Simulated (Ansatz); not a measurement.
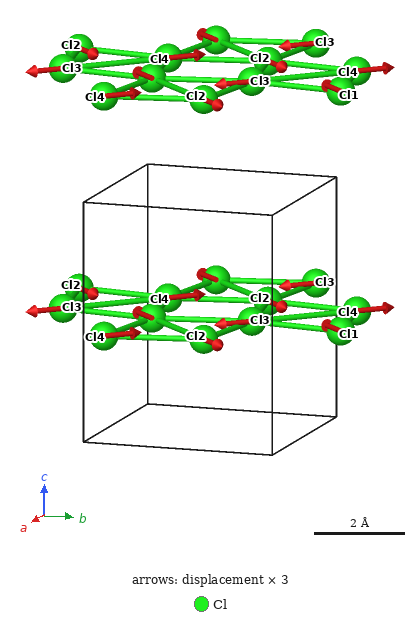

This is a relaxation of a crystal of Cl (a generated structure, set up in P4/mbm) (coarse preliminary run). The starting structure is drawn; red arrows show the displacements (the part carried along by the change of the cell is left out), magnified 3 times.

A ball-and-stick model of the cell of the calculation, repeated 1 × 1 × 2 with one cell outlined, seen slightly off an axis.

Method: Ansatz, DFT PBE, scalar-relativistic, plane waves, PAW. (plane-wave cutoff 420 eV; k-point mesh 4 × 4 × 4; occupations gaussian; smearing width 0.1 eV; no spin polarisation; cell and atoms relaxed; force threshold 0.04 eV/Å; at most 70 steps)

Q: What did the optimiser do to the structure, and how much energy did it gain?

A: The largest moves relative to the cell, 0.32 Å, are those of Cl1, Cl2, Cl3 and Cl4. Cl3 goes along [1 −1 0]. The volume changes by +14.2 %, with a = b 4.464 → 5.253 Å (+17.7 %), c 5.484 → 4.521 Å (−17.6 %). Among the contacts that change: Cl1–Cl2 2.622 → 3.716 Å, Cl1–Cl3 2.264 → 2.626 Å. The space group (tolerance 0.01 Å) goes from P4/mbm (No. 127) to P4/mmm (No. 123). The energy falls by 4.105 eV per cell of the calculation in 11 accepted moves (13 points after the start). Largest force component: 0.5 eV/Å at the start, 0.00093 eV/Å at the end. Pressure: 26.24 GPa at the start and 0.02 GPa at the end. At 2 points the geometry stayed and the basis and grid were re-selected for the new cell (energy shift of 8.6 meV per cell of the calculation at most each time).
